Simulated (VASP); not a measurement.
```cif
data_structure
_symmetry_space_group_name_H-M 'P 1'
_symmetry_Int_Tables_number 1
_cell_length_a 3.2815
_cell_length_b 3.2815
_cell_length_c 3.2815
_cell_angle_alpha 90.000
_cell_angle_beta 90.000
_cell_angle_gamma 90.000
_cell_volume 35.34
loop_
_atom_site_label
_atom_site_type_symbol
_atom_site_fract_x
_atom_site_fract_y
_atom_site_fract_z
_atom_site_occupancy
Ta1 Ta 0.00000 0.00000 0.00000 1
Ta2 Ta 0.50000 0.50000 0.50000 1
```

Space group Im-3m; a structure from a database of computed crystals, not necessarily the ambient phase.

Method: Kohn-Sham DFT of a periodic cell, PBEsol, VASP PAW PBE potentials, recommended in VASP 6.6.1.

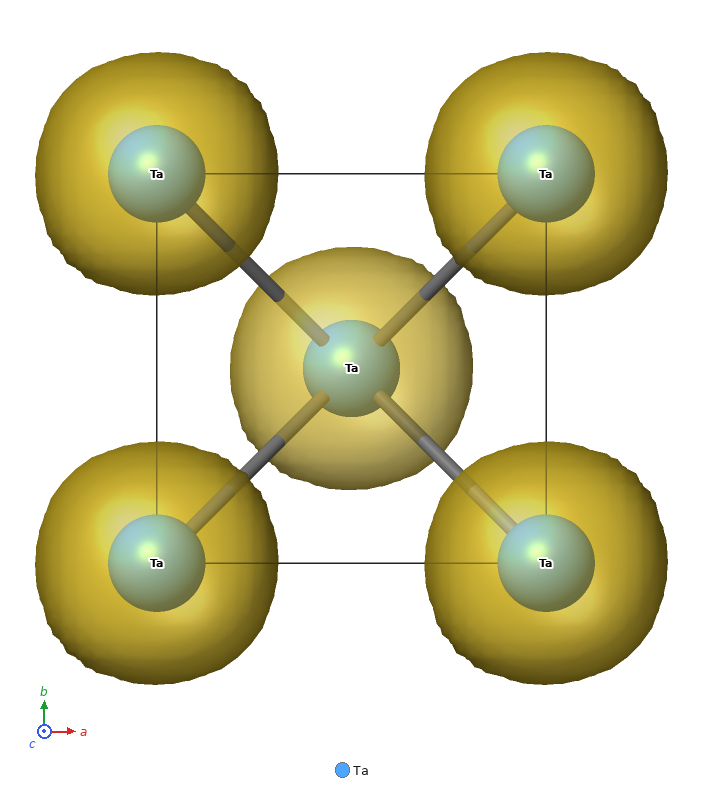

Ta. Isosurface of the valence charge density (pseudo) at 0.5 e/Å³ (yellow), seen along the c axis. Sticks mark near contacts.

In a PAW calculation such maps are meaningful between the atoms, not at the nuclei.

Q: What does this surface tell about the bonding?

A: At this value the density breaks into separate islands; it holds about 65 % of the electrons treated as valence. It bridges none of the near contacts. It is pinched off along the shortest Ta–Ta (2.84 Å) contacts. On the grid the lowest density along these lines, outside the cores, is 0.31 e/Å³ (Ta–Ta, 2.84 Å).
